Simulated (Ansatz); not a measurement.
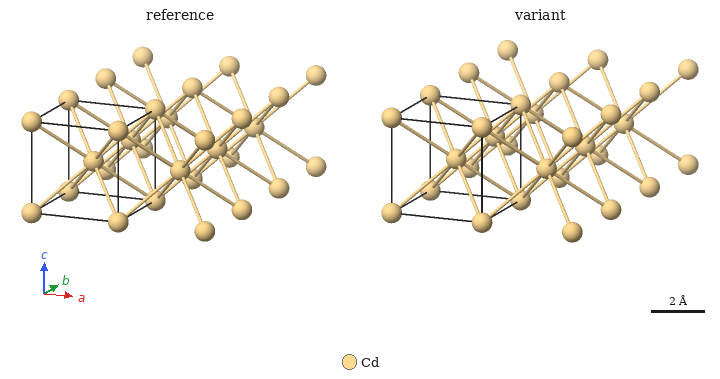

Left: a symmetric starting cell of Cd. Right: the same structure after one change, at the same scale. The picture is a ball-and-stick view of the conventional cell (2 times the calculation's cell), repeated 2 × 3 × 1 with one cell outlined, seen slightly off an axis. Lengths and directions refer to the drawn axes.

Method: Ansatz 0.2.0, DFT PBE, scalar-relativistic, plane waves, PAW. Settings: plane-wave cutoff 420 eV; k-point mesh 16 × 16 × 16; occupations gaussian; smearing width 0.1 eV; no spin polarisation.

Which change leads from the left to the right?

All lengths are scaled by +4.3 % (volume +13.5 %), the atoms keeping their fractional coordinates. No relaxation follows. The starting cell wasn't computed here and needn't be at equilibrium, so pressure and forces aren't due to the change alone.

How do the computed properties respond?

Among the bonded contacts that change: Cd–Cd 3.091 → 3.224 Å. The space group stays Im-3m (No. 229). The pressure is −2.7 GPa (not all of it need come from the change, since the unchanged cell can be under pressure at this level too). All forces vanish by symmetry.
